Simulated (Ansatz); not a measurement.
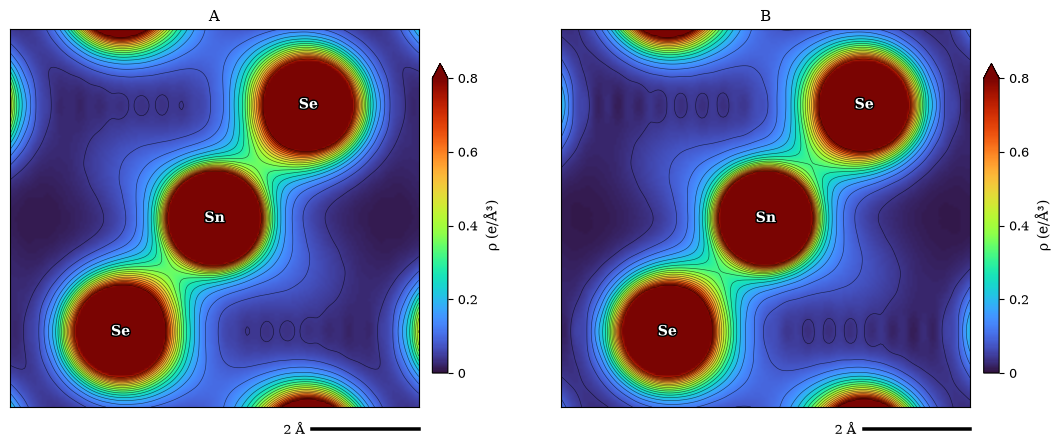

SnSe$_{2}$. The valence electron density of two cells that differ in size and shape, on the (110) plane of each (indices in the axes of the calculation cell), at one length scale and on one colour scale; one has 26.3 and the other 27.5 Å³ an atom.

All numbers below come from DFT PBE+D3(BJ), scalar-relativistic, plane waves, PAW in Ansatz 0.2.0.

The larger cell:

```
CELL_PARAMETERS angstrom
3.69600 0.00000 0.00000
-1.84800 3.20083 0.00000
0.00000 0.00000 6.98350
ATOMIC_POSITIONS crystal
Sn 0.00000 0.00000 0.00000
Se 0.33333 0.66667 0.26513
Se 0.66667 0.33333 0.73487
```

The smaller cell: a = 3.696 Å, b = 3.696 Å, c = 6.659 Å, α = 90.00°, β = 90.00°, γ = 120.00°.

**Which panel shows the smaller cell, and what does the compression change?**

Panel A is the smaller cell, by 5 % in volume. From the larger cell to the smaller, Sn–Se goes from 2.83 to 2.77 Å, and the density at its midpoint from 0.33 to 0.36 e/Å³; the pressure goes from −3.8 to −1.6 GPa.
